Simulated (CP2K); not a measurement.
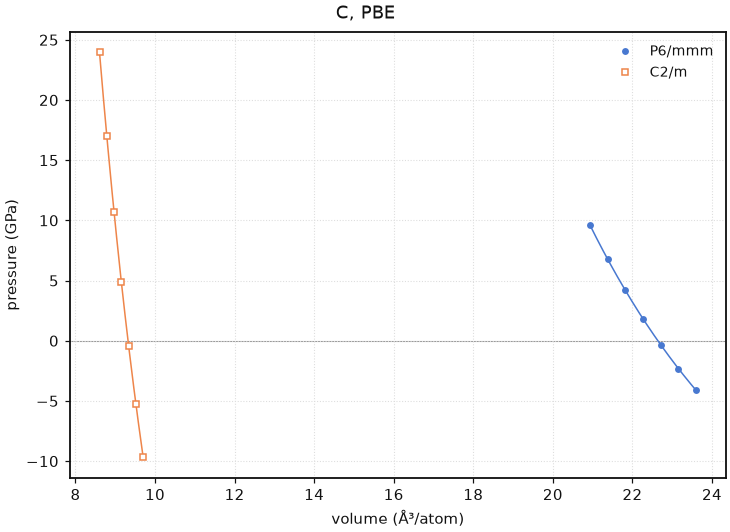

The plot gives the computed pressure against volume, with one curve for each structure, for C.

How it was computed, with CP2K 2026.2: DFT in Gaussian orbitals with a plane-wave density, no spin polarisation; energies at scaled volumes of the given cell, shape and fractions fixed, counted from the fit's minimum, third-order Birch-Murnaghan fit. Level: PBE.

```json
{"setting": "occupations", "value": "Fermi–Dirac"}
{"setting": "smearing width", "value": "0.05 eV"}
{"setting": "potentials", "value": "GTH PBE with UZH TZVP basis"}
{"setting": "density cutoff", "value": "6123 eV"}
```

Settings that differ: P6/mmm: k mesh 12×12×3; C2/m: k mesh 13×13×8.

Q: Order the curves by fitted equilibrium volume, smallest first.

A: C2/m 9.321, P6/mmm 22.639 Å³/atom.

Q: Order the curves by fitted bulk modulus, smallest first.

A: P6/mmm 106.7, C2/m 259.9 GPa.

Caveats: shape and atomic fractions are frozen while scaling, which makes layered, chain and framework solids too stiff.
